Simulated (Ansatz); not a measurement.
```
CELL_PARAMETERS angstrom
-1.50800 1.50800 2.10725
1.50800 -1.50800 2.10725
1.50800 1.50800 -2.10725
ATOMIC_POSITIONS crystal
Co 0.00000 0.00000 0.00000
O 0.50000 0.50000 0.00000
```

Space group I4/mmm; computed pressure about −11 GPa in this cell; spin-polarised.

Method: Kohn-Sham DFT of a periodic cell, PBE, Ansatz PAW (Ansatz 0.2.0).

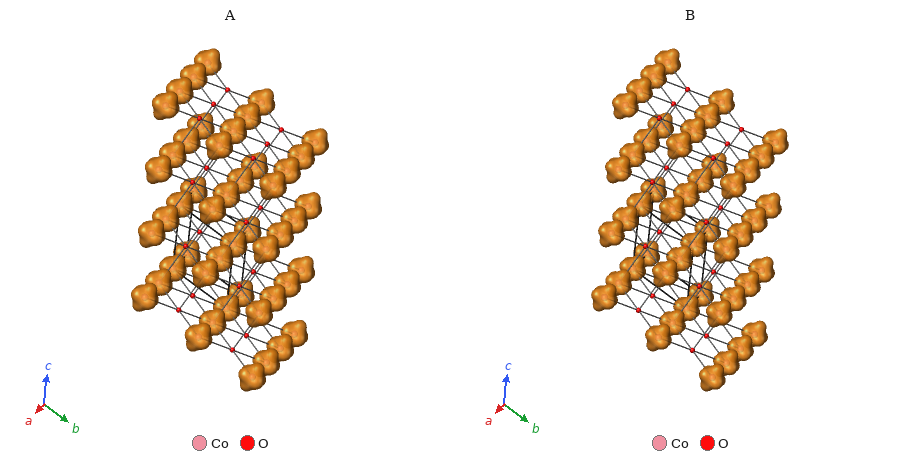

CoO. Spin density of two self-consistent states of the same cell, at +0.4 (orange) and −0.4 e/Å³ (purple).

Core electrons are frozen (PAW), and the valence fields are smoothed inside the atomic spheres.

### Describe the two states. Which lies lower in energy?

State A: parallel main moments, as they must be, since the calculation's own cell holds one magnetic site; Co: +1.8 μB in one cell of 2 atoms, with smaller moments on other sites: O (up to +0.08 μB). State B: parallel main moments, as they must be, since the calculation's own cell holds one magnetic site; Co: +1.4 μB in one cell of 2 atoms. State A lies lower by 52 meV per atom.
